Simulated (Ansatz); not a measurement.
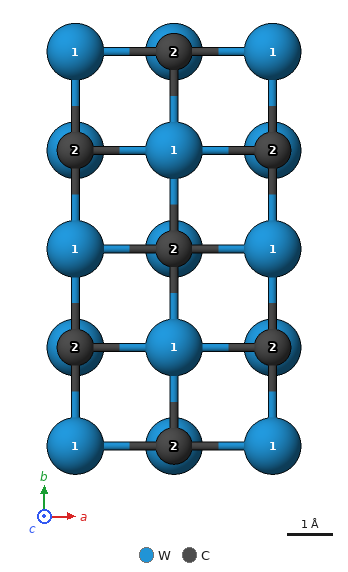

Solid WC (set up in Fm-3m) (coarse preliminary run), before the relaxation. The picture is a ball-and-stick view of the conventional cell (4 times the calculation's cell), repeated 1 × 2 × 1 with one cell outlined, seen along the c axis. Lengths and directions refer to the drawn axes.

Method: DFT PBEsol, scalar-relativistic, plane waves, PAW (Ansatz 0.2.0).

Input
```yaml
crystal:
  lattice:
    - [0.0, 2.192684, 2.192684]
    - [2.192684, 0.0, 2.192684]
    - [2.192684, 2.192684, 0.0]
  atoms:
    - { symbol: W, position: [0.0, 0.0, 0.0] }
    - { symbol: C, position: [0.5, 0.5, 0.5] }
basis:
  ecutwfc: 420
kpoints:
  mp_grid: { grid: [8, 8, 8] }
hamiltonian:
  xc: pbesol
scf:
  occupations: { method: gaussian, width: 0.1 }
output:
  forces: true
  stress: true
  eigenvalues: true
relax:
  adjacent_minimum: "off"
  f_tol: 0.05
  max_steps: 80
  cell: { stress_tol: 0.5 }
```

Launched with:
```bash
ansatz run input.yaml --threads 1 --pin off --max-ram 2560MiB --backend cpu --events-out ev --progress --plain --runs-dir out
```

### Predict the outcome.

The energy falls by 17.2 meV per cell of the calculation in 2 accepted moves (3 points after the start). All forces vanish by symmetry, so only the cell relaxes. Pressure: −9.79 GPa at the start and −0.27 GPa at the end. At 1 point the geometry stayed and the basis and grid were re-selected for the new cell (energy shift of 1.1 meV per cell of the calculation at most each time). The atoms keep their places relative to the cell (all moves are under 0.005 Å). Cell: a = b = c 4.385 → 4.348 Å (−0.9 %). Volume −2.6 %. Some distances before and after: W1–W1 3.101 → 3.074 Å, W1–C2 2.193 → 2.174 Å. The space group stays Fm-3m (No. 225).

The end point in the same view:

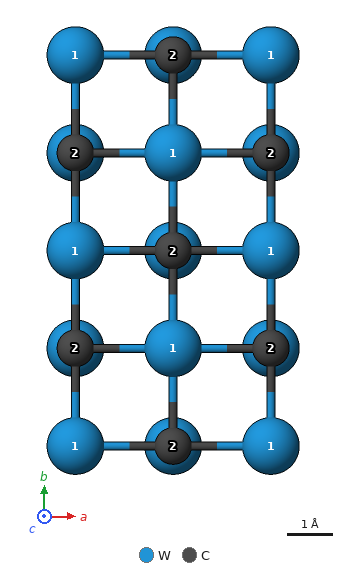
